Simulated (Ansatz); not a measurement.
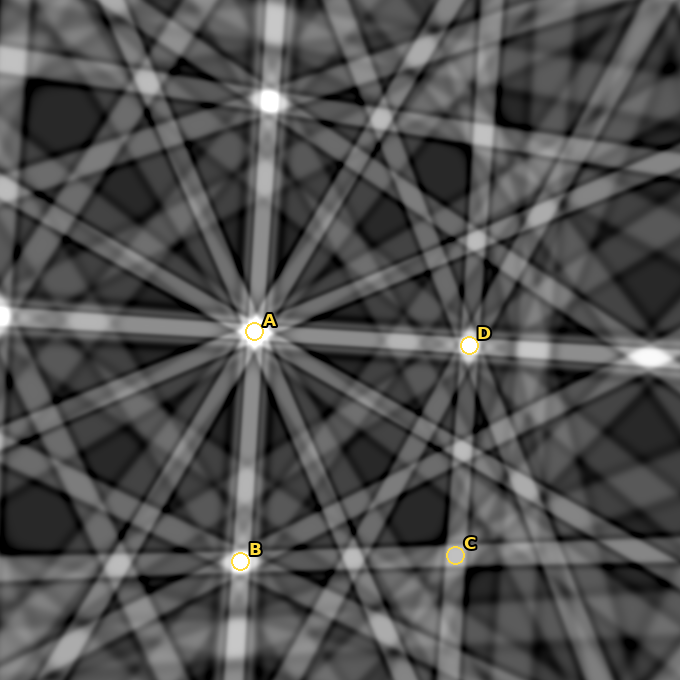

Simulated Kikuchi (electron backscatter) pattern at 30 kV: kinematic bands of width 2θ(Bragg) in gnomonic projection, seen from the camera side; the frame spans ±37° from its centre. Crystal: Ni, space group Pm-3n (No. 223), a = 4.391 Å. Structure: the input geometry of an electronic-structure calculation (not necessarily at equilibrium); the starting structure was generated, so it need not be a known form of this composition.

```
atom  site  symmetry       x       y       z
  Ni    2a      m-3.  0.0000  0.0000  0.0000
  Ni    6c     -4m.2  0.2500  0.0000  0.5000
```

Pole A is [001] and pole B is [0-12].

Q: Index the poles C and D.

A: C is [1-12], 35.3° from A and 24.1° from B. D is [102], 26.6° from A and 36.9° from B.

Q: Which band joins A and B, and how wide is it?

A: It comes from the planes common to both zones. The strongest order is 2 0 0 with d = 2.195 Å, so the band is 2θ = 1.8° wide (λ = 0.0698 Å). Other orders of the same planes (4 0 0) lie on the same centre line with other widths.
